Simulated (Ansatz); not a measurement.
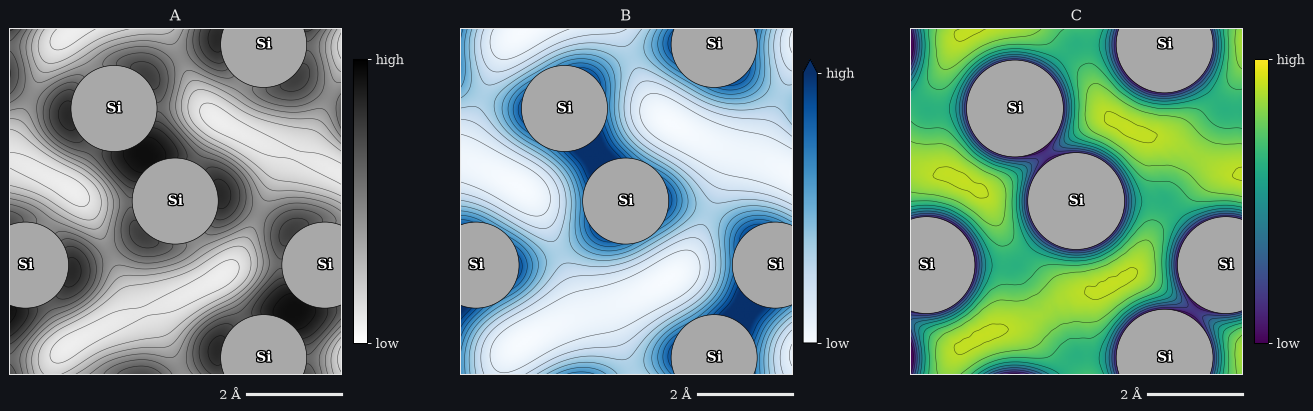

Si: 3 fields on the (100) plane of the conventional cell, with unlabelled colour scales. Grey discs cover the atomic cores.

Space group Ibca; changed on purpose from its base cell (strain -0.030 along x and y, +0.015 along z, atoms carried along); not relaxed (largest force 0.4 eV/Å); computed pressure about 5 GPa in this cell.

All numbers below come from DFT LDA, scalar-relativistic, plane waves, PAW (Ansatz).

### Match the panels to the quantities (electron localisation function, electrostatic potential energy of an electron and valence pseudo-density).

Panel A: electron localisation function. Panel B: valence pseudo-density. Panel C: electrostatic potential energy of an electron (low next to the atoms, rising into the space between them). From the grid: Si–Si (2.36 Å): ρ at the midpoint is about 0.54 e/Å³; the ELF peaks at about 0.95 between the atoms.
